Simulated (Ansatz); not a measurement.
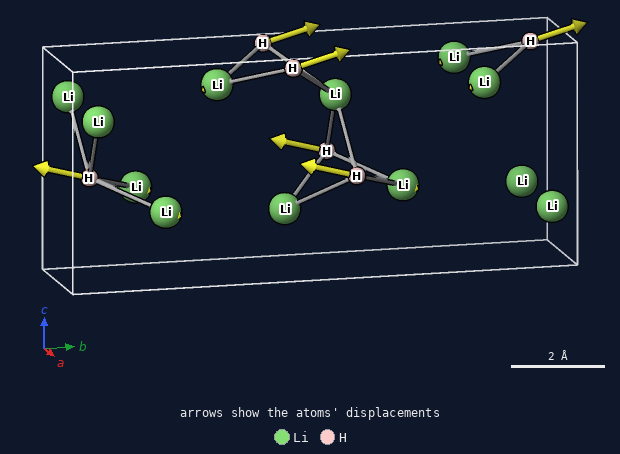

One vibrational mode of solid Li2H (a generated structure) at the zone centre. The yellow arrows are the displacements of the atoms (eigenvector over the root of the mass), of arbitrary overall length and sign. The picture is a ball-and-stick view of the conventional cell (2 times the calculation's cell), seen slightly off an axis. Lengths and directions refer to the drawn axes.

Theory: Ansatz, DFT PBE, scalar-relativistic, plane waves, PAW. (plane-wave cutoff 420 eV; k-point mesh 16 × 16 × 8; occupations fermi dirac; smearing width 0.15 eV; no spin polarisation)

The frequencies depend somewhat on the k-mesh and the smearing.

Question: Describe the mode and give its frequency.

Answer: This is the A₁ mode at 792 cm⁻¹, optical level 14 of 15, counted from below, infrared- and Raman-active by symmetry. It stretches the shortest H–Li bonds (1.96 Å); the kinetic energy is shared as H 96 %, Li 4 %. The crystal is a metal, so free carriers screen the infrared response.
